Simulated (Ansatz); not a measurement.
**Single-point calculation of WSe (part 2 of 2)**

WSe (4 atoms in the cell); DFT r2SCAN+U, scalar-relativistic, plane waves, PAW, Ueff = 6.2 eV on W d, spin-polarised (Ansatz 0.2.0); cutoff 500 eV, 12×12×6 k-mesh, Gaussian smearing of 0.1 eV, collinear spins. The structure was built on a prototype by a generator; it need not be a known phase. It belongs to a series of runs on one base structure; here: antiferromagnetic, doubled cell, propagation vector (0, 0, 1/2).

Geometry of the input (Å; fractional positions):
```
0.0000  2.8530  2.8530
2.8530  0.0000  2.8530
5.7060  5.7060  0.0000
W  0.0000  1.0000  1.0000
Se 0.5000  0.5000  0.2500
W  0.0000  1.0000  0.5000
Se 0.5000  0.5000  0.7500
```

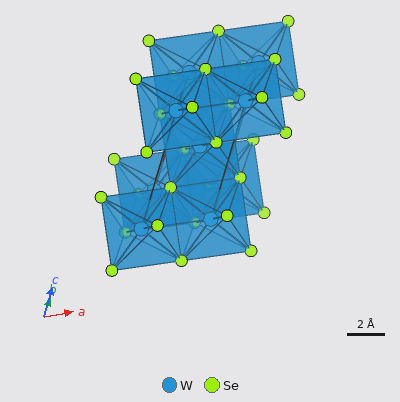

**Figure 1.** The structure (polyhedral view of the reduced cell, seen at an oblique angle; polyhedra are completed across the faces of the cell). An atom can appear more than once, as a periodic image.

### What the program printed, continued
```
SCF iter   1: F=-31739.136505 eV  HF=-31739.136505 eV  |F-HF|=7.82e-8  |Δ(HF+E_count)|=         —  Δρ=5.91e-6 (↑5.91e-6 ↓5.91e-6)  dr2=4.31e-8  dr2_τ=1.43e-9  dr2_m=1.61e-8  M=-0.000 μB ∫|m|=8.335 μB  ethr=7.19e-11  ⟨swp⟩=1.0  Hψ=80430  notcnv=0
preconditioner: auto → Kerker (q_TF=auto, 2.537 Å⁻¹)  [metal: Δε(μ)=0.003 eV  Ē_g=9.790 eV  σ=0.100 eV  W_gap=0.02  n_scr=28 (ndim 8)  ℏωp=18.9 eV  f_vac=0.000  D(μ)=3.77/eV (n_scr^D=28)]
spin=Collinear: Kerker preconditioning applied to the charge; magnetization (m = ρ↑ − ρ↓) channel mixes plain (no charge-response kernel on spin).
SCF iter   2: F=-31739.136505 eV  HF=-31739.136505 eV  |F-HF|=1.51e-8  |Δ(HF+E_count)|=   1.26e-7  Δρ=3.30e-6 (↑3.30e-6 ↓3.30e-6)  dr2=3.60e-8  dr2_τ=1.12e-9  dr2_m=5.01e-9  M=-0.000 μB ∫|m|=8.335 μB  ethr=7.19e-11  ⟨swp⟩=1.0  Hψ=64416  notcnv=0
SCF 2 converged in 2 iterations: F = -31739.136505 eV  dr2 = 3.60e-8
the translation (0, 0, 0.5) carries every atom to within crystal.symmetry.tolerance of an atom of its element with the starting moment reversed, but both spin channels are solved: the run starts from a saved state that isn't shown to keep it, or this solve from the single point that its walk made first
iter 1 solved again at ethr=5.55e-11 eV; its pass at ethr=1.67e-6 eV (dr2=3.33e-8 eV) is discarded
SCF iter   1: F=-31739.136505 eV  HF=-31739.136505 eV  |F-HF|=7.82e-8  |Δ(HF+E_count)|=         —  Δρ=5.91e-6 (↑5.91e-6 ↓5.91e-6)  dr2=4.32e-8  dr2_τ=1.43e-9  dr2_m=1.61e-8  M=-0.000 μB ∫|m|=8.335 μB  ethr=5.55e-11  ⟨swp⟩=1.0  Hψ=67381  notcnv=0
spin=Collinear: Kerker preconditioning applied to the charge; magnetization (m = ρ↑ − ρ↓) channel mixes plain (no charge-response kernel on spin).
SCF iter   2: F=-31739.136528 eV  HF=-31739.136837 eV  |F-HF|=3.09e-4  |Δ(HF+E_count)|=   3.32e-4  Δρ=2.98e-4 (↑2.93e-4 ↓2.98e-4)  dr2=3.59e-4  dr2_τ=2.09e-5  dr2_m=2.22e-5  M=-0.058 μB ∫|m|=8.335 μB  ethr=1.67e-6  ⟨swp⟩=1.0  Hψ=27277  notcnv=0
SCF iter   3: F=-31739.244563 eV  HF=-31739.274363 eV  |F-HF|=2.98e-2  |Δ(HF+E_count)|=   1.38e-1  Δρ=3.67e-3 (↑2.10e-3 ↓3.67e-3)  dr2=5.07e-2  dr2_τ=7.18e-4  dr2_m=3.84e-3  M=-1.927 μB ∫|m|=7.936 μB  ethr=7.26e-7  ⟨swp⟩=1.0  Hψ=33403  notcnv=0
SCF iter   4: F=-31739.378051 eV  HF=-31739.377390 eV  |F-HF|=6.60e-4  |Δ(HF+E_count)|=   1.03e-1  Δρ=6.99e-4 (↑6.28e-4 ↓6.99e-4)  dr2=6.07e-4  dr2_τ=3.26e-5  dr2_m=2.62e-4  M=-2.000 μB ∫|m|=7.299 μB  ethr=2.42e-6  ⟨swp⟩=1.0  Hψ=25655  notcnv=0
SCF iter   5: F=-31739.389446 eV  HF=-31739.390671 eV  |F-HF|=1.22e-3  |Δ(HF+E_count)|=   1.33e-2  Δρ=6.82e-4 (↑6.82e-4 ↓5.04e-4)  dr2=1.44e-3  dr2_τ=8.61e-5  dr2_m=1.07e-4  M=-2.000 μB ∫|m|=7.252 μB  ethr=1.67e-6  ⟨swp⟩=1.0  Hψ=24113  notcnv=0
SCF iter   6: F=-31739.391651 eV  HF=-31739.391658 eV  |F-HF|=6.79e-6  |Δ(HF+E_count)|=   9.87e-4  Δρ=7.02e-5 (↑4.90e-5 ↓7.02e-5)  dr2=1.21e-5  dr2_τ=2.97e-7  dr2_m=1.40e-6  M=-2.000 μB ∫|m|=7.236 μB  ethr=1.67e-6  ⟨swp⟩=1.0  Hψ=19493  notcnv=0
SCF iter   7: F=-31739.391665 eV  HF=-31739.391665 eV  |F-HF|=2.55e-7  |Δ(HF+E_count)|=   6.91e-6  Δρ=1.07e-5 (↑6.45e-6 ↓1.07e-5)  dr2=2.04e-7  dr2_τ=1.60e-8  dr2_m=2.26e-8  M=-2.000 μB ∫|m|=7.236 μB  ethr=3.10e-8  ⟨swp⟩=1.0  Hψ=18971  notcnv=0
SCF iter   8: F=-31739.391665 eV  HF=-31739.391665 eV  |F-HF|=1.69e-8  |Δ(HF+E_count)|=   3.89e-8  Δρ=1.61e-6 (↑1.61e-6 ↓1.55e-6)  dr2=9.92e-9  dr2_τ=1.65e-10  dr2_m=7.74e-10  M=-2.000 μB ∫|m|=7.236 μB  ethr=1.67e-10  ⟨swp⟩=1.5  Hψ=21267  notcnv=0
SCF iter   9: F=-31739.391665 eV  HF=-31739.391665 eV  |F-HF|=1.69e-8  |Δ(HF+E_count)|=  4.37e-11  Δρ=1.62e-6 (↑1.62e-6 ↓1.55e-6)  dr2=9.98e-9  dr2_τ=1.64e-10  dr2_m=7.81e-10  M=-2.000 μB ∫|m|=7.236 μB  ethr=1.65e-11  ⟨swp⟩=1.0  Hψ=24772  notcnv=0
SCF 3 converged in 9 iterations: F = -31739.391665 eV  dr2 = 9.98e-9
the translation (0, 0, 0.5) carries every atom to within crystal.symmetry.tolerance of an atom of its element with the starting moment reversed, but both spin channels are solved: the run starts from a saved state that isn't shown to keep it, or this solve from the single point that its walk made first
iter 1 solved again at ethr=1.66e-11 eV; its pass at ethr=3.10e-3 eV (dr2=9.98e-9 eV) is discarded
SCF iter   1: F=-31739.391665 eV  HF=-31739.391665 eV  |F-HF|=1.69e-8  |Δ(HF+E_count)|=         —  Δρ=1.62e-6 (↑1.62e-6 ↓1.55e-6)  dr2=9.98e-9  dr2_τ=1.64e-10  dr2_m=7.82e-10  M=-2.000 μB ∫|m|=7.236 μB  β_m=1.20  ethr=1.66e-11  ⟨swp⟩=2.1  Hψ=26703  notcnv=0
preconditioner: auto → Kerker (q_TF=auto, 2.537 Å⁻¹)  [metal: Δε(μ)=0.029 eV  Ē_g=9.692 eV  σ=0.100 eV  W_gap=0.16  n_scr=28 (ndim 8)  ℏωp=18.9 eV  f_vac=0.000  D(μ)=1.14/eV (n_scr^D=2)]
spin=Collinear: Kerker preconditioning applied to the charge; magnetization (m = ρ↑ − ρ↓) channel mixes plain (no charge-response kernel on spin).
SCF iter   2: F=-31739.391665 eV  HF=-31739.391665 eV  |F-HF|=2.74e-9  |Δ(HF+E_count)|=   2.68e-9  Δρ=1.06e-6 (↑8.46e-7 ↓1.06e-6)  dr2=3.48e-9  dr2_τ=4.47e-11  dr2_m=1.28e-10  M=-2.000 μB ∫|m|=7.236 μB  ethr=1.66e-11  ⟨swp⟩=5.2  Hψ=23419  notcnv=0
SCF 4 converged in 2 iterations: F = -31739.391665 eV  dr2 = 3.48e-9
the translation (0, 0, 0.5) carries every atom to within crystal.symmetry.tolerance of an atom of its element with the starting moment reversed, but both spin channels are solved: the run starts from a saved state that isn't shown to keep it, or this solve from the single point that its walk made first
iter 1 solved again at ethr=5.79e-12 eV; its pass at ethr=1.67e-6 eV (dr2=3.47e-9 eV) is discarded
SCF iter   1: F=-31739.391665 eV  HF=-31739.391665 eV  |F-HF|=2.73e-9  |Δ(HF+E_count)|=         —  Δρ=1.06e-6 (↑8.46e-7 ↓1.06e-6)  dr2=3.47e-9  dr2_τ=4.47e-11  dr2_m=1.29e-10  M=-2.000 μB ∫|m|=7.236 μB  ethr=5.79e-12  ⟨swp⟩=1.0  Hψ=81646  notcnv=0
spin=Collinear: Kerker preconditioning applied to the charge; magnetization (m = ρ↑ − ρ↓) channel mixes plain (no charge-response kernel on spin).
SCF iter   2: F=-31739.391665 eV  HF=-31739.391665 eV  |F-HF|=1.76e-8  |Δ(HF+E_count)|=   4.98e-9  Δρ=1.84e-6 (↑7.46e-7 ↓1.84e-6)  dr2=2.05e-8  dr2_τ=1.43e-10  dr2_m=4.99e-10  M=-2.000 μB ∫|m|=7.236 μB  ethr=5.79e-12  ⟨swp⟩=1.0  Hψ=69322  notcnv=0
SCF 5 converged in 2 iterations: F = -31739.391665 eV  dr2 = 2.05e-8
WARN: an SCF from ferromagnetic starting moments (-3.29, 0.00, -3.29, 0.00 Bohr magnetons, atom by atom) was not made, by what the run has read of turns of its moments that order reads lower: the deck asks for what bars it, or types moments that do (magnetization.spin_polarized, in the input reference, names some of the keys), or the run goes by scf.lower_state_search: light, the default, which as a rule tries one only behind a close that has lost an order of both signs, or on which an open d or half-filled 4f shell of a PAW file has lost a moment that was set nearer to Hund's than to what is left; or, under a Hubbard U, one that names an f shell that the input leaves bare beside given moments, or a larger moment for a shell of low spin that is given one. standard, with a start from the atoms, tries one behind each close (in a relaxation, ahead of its steps or at their end). To set out from that order, type those moments (crystal.atoms[].spin; where shells were raised to Hund's moment, beside crystal.symmetry.detect: false) under scf.lower_state_search: light. The bands of the close that named these starting moments, or of the one ahead of a search that led to it (under cold or Methfessel-Paxton smearing those of the Gaussian ahead of it) read a cost of -1697.82 meV for the turn to them, carried on from a small turn (-1697.82 by the pairs of d shells alone)
SCF converged after 2 iterations
Magnetization: -2.0000 μB (29.0000 up, 31.0000 down)
Absolute magnetization: 7.2514 μB (∫|ρ↑−ρ↓|, with the PAW one-centre terms)
Spin contamination: 3.0966 ħ² per cell (⟨S²⟩ above its minimum at these occupations)
Per-site moments (μB) at R_I (Å): [(1.7383406003040043, 1.1768648957656247), (0.1073932453747571, 1.1768648957656247), (-3.3956468280129095, 1.1768648957656247), (0.1073932453747573, 1.1768648957656247)]
Free energy (F): -31739.391665 eV
Harris-Foulkes:  -31739.391665 eV  (|F-HF|=2.74e-9)
Internal energy: -31739.385964 eV  (E = F + TS)
E sigma→0 (E₀):  -31739.388815 eV
Entropy (-TS):   -0.005701 eV (-1.425 meV/atom)
Fermi energy:    12.500294 eV
--- Per-component energies (eV) ---
  E_band       = -1156.518867
  E_kinetic    = 1142.063499
  E_local      = -6467.984337  (includes V_loc(G=0)·N_el)
  E_nonlocal   = -1176.281476
  E_hartree    = 2957.742027
  E_xc         = -690.997707
  E_vxc        = -728.434787  (∫ρ·V_xc dr)
  E_hubbard    = 4.595934  (on-site DFT+U / exact-exchange correction)
  E_vhub       = -19.888557  (the Hubbard potential's part of the band-sum identity)
  E_paw        = -21042.014194  (= ΣΔE_a)
  E_vpaw       = 139.899601  (= ΣTr[D̂ρ^β])
  E_aug_tail   = -0.000517  (compensation charges beyond the density's cutoff)
  E_vtau       = 38.626408  (kinetic-family band-sum trace: ∫τ·v_τ [+ j·A + Jᵃ·Aᵃ] dr)
  E_ewald      = -6461.803754
  E_core_change = -4.705438  (= ΣΔE_core)
  E_smearing   = -0.005701  (= −TS)
  E_closure    = 0.000000  (closes the sum)
  Σ components = -31739.391665   (vs F -31739.391665, Δ=0.00e0)
--- Forces (eV/Å), atoms counted from 1 ---
  atom   1  W      0.00000000     0.00000000     0.00000000
  atom   2  Se    -0.81825516    -0.81825516     0.81825516
  atom   3  W      0.00000000     0.00000000    -0.00000000
  atom   4  Se     0.81825516     0.81825516    -0.81825516
  max |Σ_I F_I| component: 1.11e-16 eV/Å
--- Stress (GPa, compression-positive) ---
       -1.320178      -0.969108       0.969108
       -0.969108      -1.320178       0.969108
        0.969108       0.969108      -1.320178
  P = ⅓ Tr σ = -1.3202 GPa (-13.202 kbar)
--- Band table (eV; the first three rows and the last of 196) ---
  k-point 0 ↑: bands = ["-64.9562", "-61.1372", "-36.8397", "-36.8397", "-36.8387", "-36.8387", "-36.8375", "-36.8375", "-36.8374", "-36.8374", "-36.8369", "-36.8367", "-28.7651", "-28.7154", "-28.7154", "-24.4318", "-24.3916", "-24.3916", "-2.8274", "-1.8135", "4.7219", "6.6753", "6.6753", "8.0587", "9.0711", "9.0711", "10.0223", "10.0223", "10.0403", "12.9796", "14.3741", "14.3741", "15.0053", "17.5251", "17.6978", "17.6978", "18.3342", "18.3342"]
  k-point 1 ↑: bands = ["-64.9564", "-61.1370", "-36.8396", "-36.8396", "-36.8388", "-36.8388", "-36.8376", "-36.8376", "-36.8373", "-36.8373", "-36.8370", "-36.8367", "-28.7650", "-28.7154", "-28.7154", "-24.4319", "-24.3916", "-24.3916", "-2.7720", "-1.8945", "4.8620", "6.6766", "6.6766", "8.0251", "9.1151", "9.1151", "9.5905", "9.9306", "9.9306", "13.5283", "14.5225", "14.5225", "15.0793", "17.4834", "17.4834", "17.6174", "18.3586", "18.3586"]
  k-point 2 ↑: bands = ["-64.9567", "-61.1367", "-36.8394", "-36.8394", "-36.8389", "-36.8389", "-36.8376", "-36.8376", "-36.8373", "-36.8373", "-36.8370", "-36.8366", "-28.7648", "-28.7153", "-28.7153", "-24.4321", "-24.3916", "-24.3916", "-2.6167", "-2.0996", "5.1871", "6.6794", "6.6794", "7.9287", "8.8802", "9.2443", "9.2443", "9.7116", "9.7116", "14.5292", "14.8479", "14.8479", "15.1997", "17.1983", "17.1983", "17.8510", "18.1470", "18.1470"]
  k-point 97 ↓: bands = ["-64.0037", "-63.0233", "-36.8248", "-36.8247", "-36.8246", "-36.8245", "-36.8143", "-36.8143", "-36.8142", "-36.8141", "-36.8123", "-36.8123", "-27.3729", "-27.3311", "-27.3311", "-27.1905", "-27.1751", "-27.1751", "-1.7872", "-1.7867", "5.9289", "6.1239", "6.4721", "7.1733", "7.2221", "7.6779", "9.0259", "9.5156", "9.9515", "11.5711", "12.1884", "12.9148", "13.8893", "15.9086", "15.9187", "16.4366", "16.9907", "17.0098"]
Occupation matrices written to [file]
--- Löwdin populations: 4 sites ---
  site symbol       q [e]    m [muB]
     0      W     13.1570     2.2616
     1     Se     16.5793     0.1958
     2      W     13.4867    -4.5799
     3     Se     16.5793     0.1958
  spilling = 0.003297 (of n_electrons = 60.000000)
```

### File populations.tsv
```
# site	symbol	l	j	q_up	q_dn
# orbitals = lowdin
# n_electrons = 60.000000
# spilling = 0.003297
# projection_atom_W: [Kr 4d10 4f14] 5s2 5p6 5d4 6s2
# projection_atom_Se: [Ar] 3d10 4s2 4p4
0	W	0_5S	-	0.996647	0.996448
0	W	0_6S	-	0.343350	0.356913
0	W	1_5P	-	2.998711	2.997933
0	W	2_5D	-	3.370577	1.096389
1	Se	0_4S	-	0.904282	0.927411
1	Se	1_4P	-	2.483392	2.264394
1	Se	2_3D	-	4.999861	4.999912
2	W	0_5S	-	0.996821	0.997246
2	W	0_6S	-	0.198632	0.382340
2	W	1_5P	-	2.998261	2.997525
2	W	2_5D	-	0.259678	4.656205
3	Se	0_4S	-	0.904282	0.927411
3	Se	1_4P	-	2.483392	2.264394
3	Se	2_3D	-	4.999861	4.999912
```

### Key numbers

| quantity | value |
| --- | --- |
| outcome | converged |
| space group (tolerance 0.01 Å) | Fm-3m (225) |
| electrons treated | 60 |
| free energy | −31739.3917 eV |
| Fermi energy | 12.500 eV |
| gap on the k-point mesh | none (metallic) |
| net moment of the cell | −2.00 μB |
| integrated absolute moment | 7.25 μB |
| pressure | −1.32 GPa |
| largest force (length of the vector) | 1.417 eV/Å |
| hardware | 1 thread of Oxide Virtual Turin-like (Zen 5), 32 GiB of memory available, shared host |
| wall time | 16 min |
| peak memory | 2.3 GiB |

### Notes

The electronic state found may not be the lowest one. Notes on the run: the search outside the symmetry group is no proof of a minimum; another magnetic order may lie lower; the state was not tested for a lower one. Spin–orbit coupling is left out, which matters for W.
